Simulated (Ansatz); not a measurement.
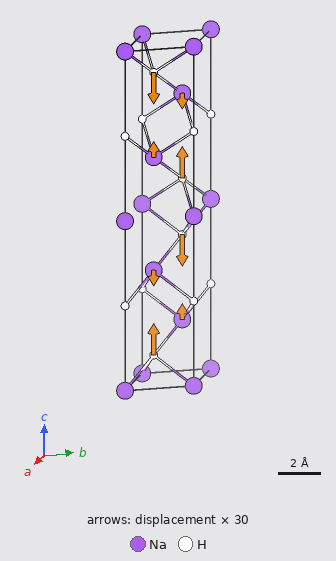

A relaxation of crystalline NaH (a generated structure, set up in P6_3/mmc). The starting structure is drawn; orange arrows show the displacements (the part carried along by the change of the cell is left out), magnified 30 times.

A ball-and-stick model of the cell of the calculation, seen slightly off an axis.

Case: stacking ABCACB.

Level of theory: DFT PBE, scalar-relativistic, plane waves, PAW in Ansatz.

Input file:
```yaml
crystal:
  lattice:
    - [3.415172715, 0.0, 0.0]
    - [-1.7075863575, 2.9576263295, 0.0]
    - [0.0, 0.0, 16.7308993392]
  atoms:
    - { symbol: Na, position: [0.0, 0.0, 0.0] }
    - { symbol: H, position: [0.6666666667, 0.3333333333, 0.0833333333] }
    - { symbol: Na, position: [0.3333333333, 0.6666666667, 0.1666666667] }
    - { symbol: H, position: [0.0, 0.0, 0.25] }
    - { symbol: Na, position: [0.6666666667, 0.3333333333, 0.3333333333] }
    - { symbol: H, position: [0.3333333333, 0.6666666667, 0.4166666667] }
    - { symbol: Na, position: [0.0, 0.0, 0.5] }
    - { symbol: H, position: [0.3333333333, 0.6666666667, 0.5833333333] }
    - { symbol: Na, position: [0.6666666667, 0.3333333333, 0.6666666667] }
    - { symbol: H, position: [0.0, 0.0, 0.75] }
    - { symbol: Na, position: [0.3333333333, 0.6666666667, 0.8333333333] }
    - { symbol: H, position: [0.6666666667, 0.3333333333, 0.9166666667] }
basis:
  ecutwfc: 420
kpoints:
  mp_grid: { grid: [9, 9, 2] }
hamiltonian:
  xc: pbe
scf:
  occupations: { method: gaussian, width: 0.02 }
output:
  forces: true
  stress: true
  eigenvalues: true
  populations: true
relax:
  adjacent_minimum: "off"
  f_tol: 0.01
  max_steps: 45
  cell: { stress_tol: 0.05 }
```

Launched with:
```bash
ansatz run input.yaml --threads 1 --pin off --max-ram 2560MiB --backend cpu --events-out ev --progress --plain --runs-dir out
```

Atoms of which element are displaced furthest, and by how much?

Hydrogen: up to 0.053 Å, against 0.027 Å for sodium.

What did the optimiser do to the structure, and how much energy did it gain?

The largest moves relative to the cell, 0.053 Å, are those of H2, H6, H8 and H12. H8 goes along +c. By element the largest moves are H 0.053 Å, Na 0.027 Å. Cell: a = b 3.415 → 3.390 Å (−0.7 %), c 16.731 → 17.075 Å (+2.1 %). Volume +0.6 %. Among the contacts that change: H6–Na7 2.415 → 2.451 Å, H10–Na11 2.415 → 2.404 Å. Bond angles that change, for instance: H2–Na1–H12 70.5° → 74.0°, Na1–H12–Na1 90.0° → 87.5°, H2–Na1–H2 90.0° → 87.5°. The space group stays P6_3/mmc (No. 194). Over 2 accepted moves (4 points after the start) the energy falls by 3.0 meV per atom. Largest force component: 0.15 eV/Å at the start, 0.00067 eV/Å at the end. The pressure goes from 0.19 to 0.03 GPa. The line search rejected the trial step at point 1 of the run. The SCF was repeated once at an unchanged geometry on a basis and grid sized afresh for the cell, which shifted the energy by less than 0.05 meV per atom at most.
